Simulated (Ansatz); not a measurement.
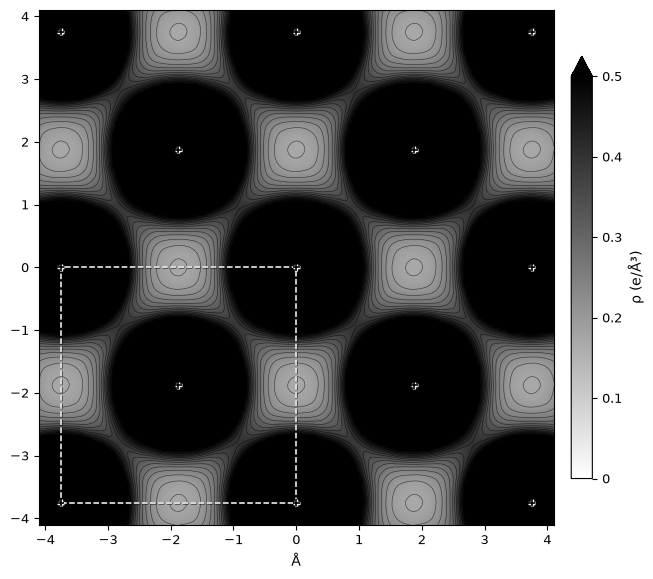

The valence pseudo-density on a plane through atoms (crosses mark nuclei in the plane).

These are results of DFT LDA, scalar-relativistic, plane waves, PAW (Ansatz 0.2.0), not measurements.

Candidates:
A. Ta (slab), a = 2.82 Å, b = 2.82 Å, c = 26.50 Å, α = 90.00°, β = 90.00°, γ = 109.47°. Not relaxed (largest force 0.5 eV/Å).
B. CuCl, a = 5.21 Å, b = 5.21 Å, c = 5.21 Å, α = 90.00°, β = 90.00°, γ = 90.00°. Space group F-43m; computed without spin polarisation.
C. Rh, a = 3.75 Å, b = 3.75 Å, c = 3.75 Å, α = 90.00°, β = 90.00°, γ = 90.00°. Space group Fm-3m; computed without spin polarisation.

Q: Which candidate gave the map?

A: Candidate C: Rh on the (001) plane of the conventional cell, which holds Rh. Rh–Rh (2.65 Å): the density is about 0.39 e/Å³ at the midpoint.
